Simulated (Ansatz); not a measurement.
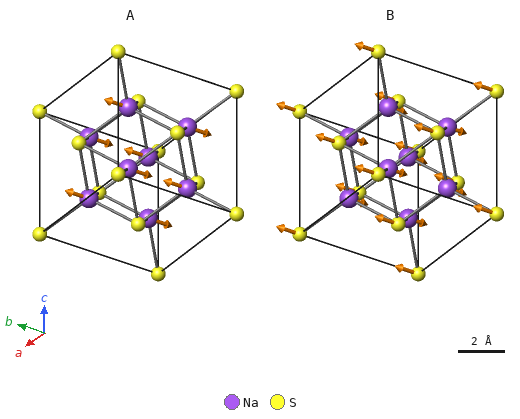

Modes of a crystal of Na$_{2}$S relaxed at 2 GPa, space group Fm-3m (No. 225), at the zone centre (one member of each degenerate set). The orange arrows give the relative displacements of the atoms. The picture is a ball-and-stick view of the conventional cell (4 times the calculation's cell), seen from a free direction. Lengths and directions refer to the drawn axes.

Level of theory: DFT LDA, scalar-relativistic, plane waves, PAW (Ansatz).

Frequencies are those without the non-analytic (LO–TO) term.

Give the symmetry species and the selection rules of each.

A is T₂g, Raman-active by symmetry (212 cm⁻¹). B is T₁u, infrared-active by symmetry (243 cm⁻¹). The crystal has a centre of inversion, so no mode is both.
